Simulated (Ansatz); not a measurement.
System: P, space group Fd-3m (No. 227) (one of a set of cubic test structures, which need not be the stable phase).

One of the inputs:
```
crystal:
  lattice:
    - [0.0, 2.724611654616, 2.724611654616]
    - [2.724611654616, 0.0, 2.724611654616]
    - [2.724611654616, 2.724611654616, 0.0]
  atoms:
    - { symbol: P, position: [0, 0, 0] }
    - { symbol: P, position: [0.25, 0.25, 0.25] }
kpoints:
  mp_grid: { grid: [11, 11, 11] }
hamiltonian:
  xc: r2scan
  pseudopotentials:
    kind: paw
    azcp:
      P: "pseudopotentials/pbe/paw/ansatz_paw_generated_hard_1/P.paw.azcp"
scf:
  occupations: { method: fermi_dirac, width: 0.1 }
  convergence: { dr2_threshold: "1e-9 eV" }
  max_iter: 300
output:
  forces: true
  stress: true
basis:
  xc_grid: 2
```

Launched with:
```bash
ansatz run input.yaml --threads 1
```

Calculation (Ansatz 0.2.0 development build): equation of state of a cubic crystal from periodic Kohn-Sham density functional theory without spin, third-order Birch-Murnaghan fit to the free energies; pressure corrected for the finite basis. Level: r2SCAN.

| setting | value |
| --- | --- |
| structure type | diamond |
| atoms in cell | 2 |
| space group number | 227 |
| lattice centring | face-centred primitive |
| k mesh | 11×11×11 |
| occupation method | Fermi–Dirac |
| occupation width | 0.1 eV |
| wave cutoff | 700 eV |
| datasets | hard PAW |
| density tolerance | 1e−09 eV |
| bands | 9 |
| density cutoff ratio | 4 |
| search for lower states | default |
| xc grid level | 2 |

What does the calculation give for the energy above the lowest point and pressure against volume? The volume takes the values 18.99, 19.61, 20.23, 20.85, 21.46 Å³/atom.

A third-order Birch–Murnaghan fit gives V0 = 19.99 Å³/atom, B0 = 45.2 GPa and B′ = 3.5. The energy above the lowest point is 7.3 meV/atom at volume 18.99 Å³/atom and 13.4 meV/atom at 21.46 Å³/atom; the lowest computed point is at volume 20.23 Å³/atom (0.0 meV/atom). The pressure falls from 2.553 GPa at volume 18.99 Å³/atom to −2.852 GPa at 21.46 Å³/atom, and changes sign near 20.00 Å³/atom.

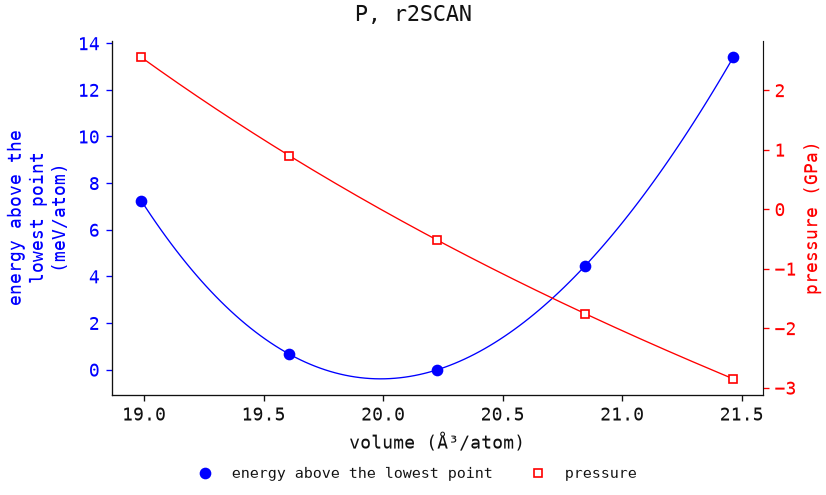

Caveats: cubic model structure, not the ambient form; pseudopotentials made with PBE, not this functional.
